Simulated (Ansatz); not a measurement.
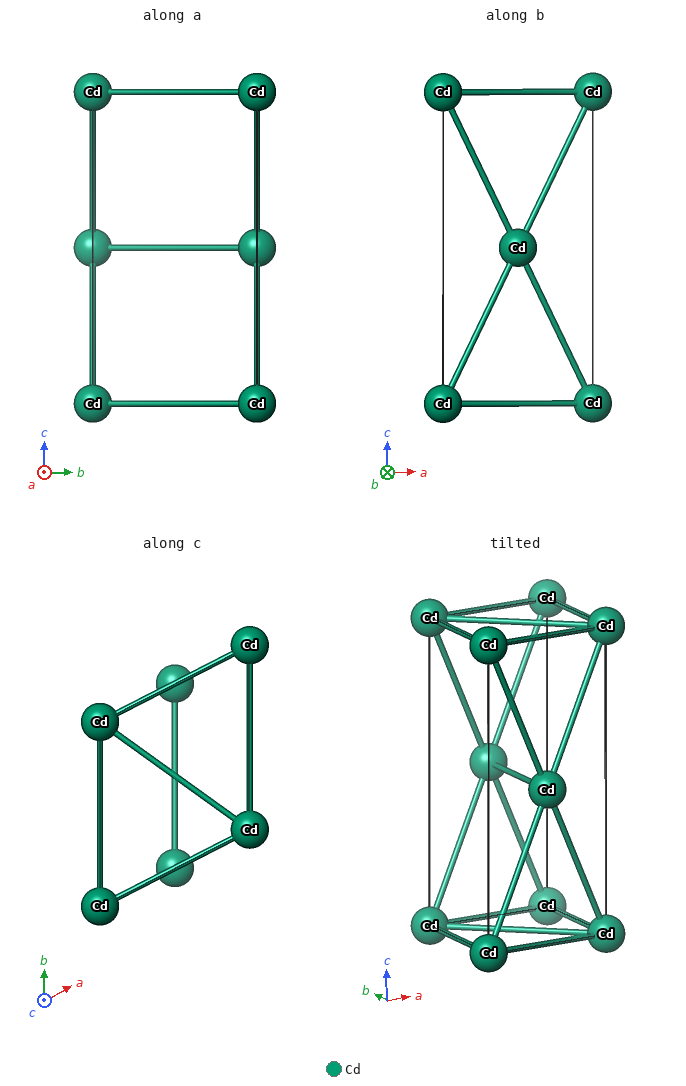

The figure gives a ball-and-stick picture of the atoms, viewed along the a axis, along the b axis, along the c axis and slightly off an axis. Thin lines show the unit cell, with boundary atoms drawn in all their periodic places.

Lattice parameters: a = 2.913 Å, b = 3.193 Å, c = 5.394 Å, α = 89.90°, β = 89.77°, γ = 62.86°. Put a along x and b in the xy plane.

**Convert the drawing into a POSCAR file.**

```
Cd
1.0
     2.913    0.000    0.000
     1.457    2.841    0.000
     0.022    0.000    5.394
Cd
2
Direct
  0.0000 0.0000 0.0000
  0.5001 0.9999 0.5000
```

Origin of the cell: a structure type filled with this element by a generator (whether the element takes this form wasn't checked). Earlier steps of the study may have refined or changed the cell and positions. It was run through Ansatz as a DFT input.
